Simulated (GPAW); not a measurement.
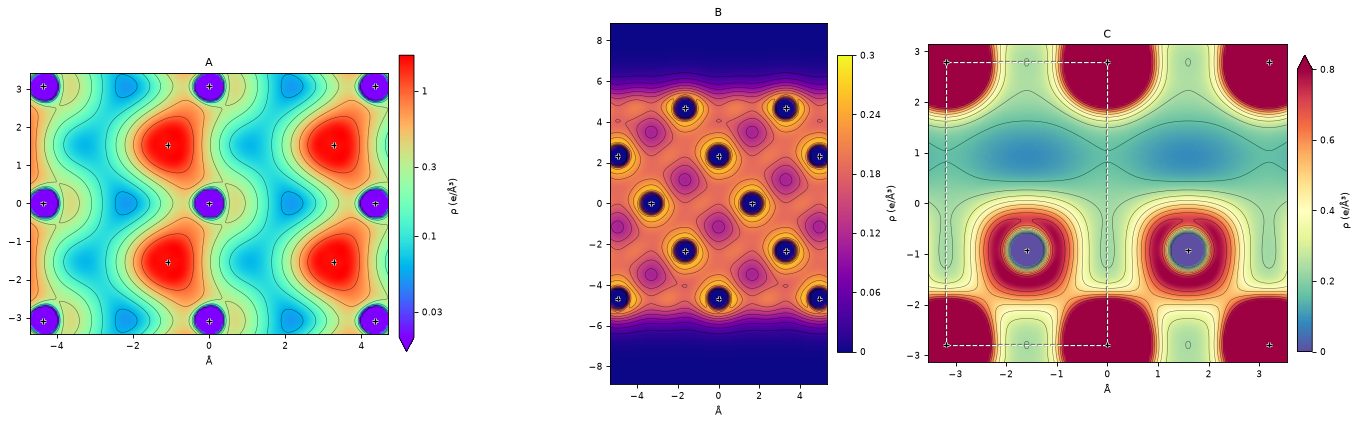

The valence charge density (pseudo) of 3 systems, each on a plane through atoms (crosses mark nuclei in the plane).

Method: Kohn-Sham DFT of a periodic cell, PBE, GPAW PAW data sets (gpaw-data 1.2.1) in GPAW 26.7.0.

System 1: MoP, the (110) plane of the conventional cell. Space group P-6m2; computed pressure about 3 GPa in this cell.

System 2: Al (slab), the (110) plane of the calculation cell, a cut from vacuum to vacuum. 

System 3: SiC, the (110) plane of the conventional cell. Space group F-43m; computed pressure about 5 GPa in this cell.

```yaml
crystal:
  lattice:
    - [4.35800, 0.00000, 0.00000]
    - [0.00000, 0.00000, -4.35800]
    - [0.00000, 4.35800, 0.00000]
  atoms:
    - { symbol: Si, position: [0.50000, 0.50000, 0.00000] }
    - { symbol: Si, position: [0.00000, 0.50000, 0.50000] }
    - { symbol: Si, position: [0.00000, 0.00000, 0.00000] }
    - { symbol: Si, position: [0.50000, 0.00000, 0.50000] }
    - { symbol: C, position: [0.75000, 0.75000, 0.25000] }
    - { symbol: C, position: [0.25000, 0.75000, 0.75000] }
    - { symbol: C, position: [0.25000, 0.25000, 0.25000] }
    - { symbol: C, position: [0.75000, 0.25000, 0.75000] }
```

### Match each panel to its system.

Panel A is system 3, SiC: the plane holds Si and C. Si–C (1.89 Å): ρ at the midpoint is about 0.89 e/Å³. Panel B is system 2, Al: the plane holds Al. Al–Al (2.86 Å): ρ is about 0.2 e/Å³ halfway. Panel C is system 1, MoP: the plane holds Mo and P. Mo–P (2.45 Å): the density is about 0.54 e/Å³ at the midpoint.
